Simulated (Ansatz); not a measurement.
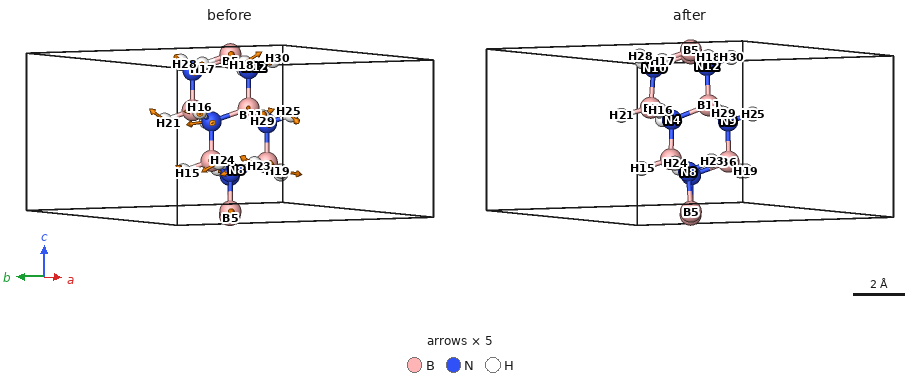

The structure of a wire of composition BH₃N before (left) and after (right) a relaxation, at one scale. The orange arrows give the displacements (the part carried along by the change of the cell is left out), magnified 5 times.

Style: ball-and-stick. Shown: the cell of the calculation, with the vacuum cut short, from a free direction.

Case: wire along [1 1 1], 12 atoms a period, capped with H.

Theory: DFT PBE, scalar-relativistic, plane waves, PAW in Ansatz. Set-up: plane-wave cutoff 420 eV; k-point mesh 1 × 1 × 6; occupations gaussian; smearing width 0.05 eV; no spin polarisation; cell relaxed at fixed a, b, alpha, beta, gamma; force threshold 0.02 eV/Å; at most 45 steps.

What changed between the two?

Answer. Over 6 accepted moves (8 points after the start) the energy falls by 0.577 eV per cell of the calculation. Largest force component: 1.1 eV/Å at the start, 0.01 eV/Å at the end. The SCF was repeated twice at an unchanged geometry on a basis and grid sized afresh for the cell, which shifted the energy by 23.5 meV per cell of the calculation at most. The largest moves relative to the centre of the atoms, 0.20 Å, are those of H atoms. Largest moves by element: H 0.20 Å, N 0.09 Å, B 0.08 Å. Along the periodic axis the drawn cell goes c 6.278 → 6.443 Å (+2.6 %). Among the contacts that change: B–N 1.570 → 1.603 Å, B–H 1.190 → 1.220 Å, B–N 1.570 → 1.581 Å, H–N 1.020 → 1.027 Å. Bond angles that change, for instance: B–N–B 109.5° → 115.4°, B–N–B 109.5° → 114.3°, H–N–H 109.5° → 105.2°. The run took 2.6 min on 4 threads of Arm Neoverse V1, on a shared host, peak memory 1.7 GiB.
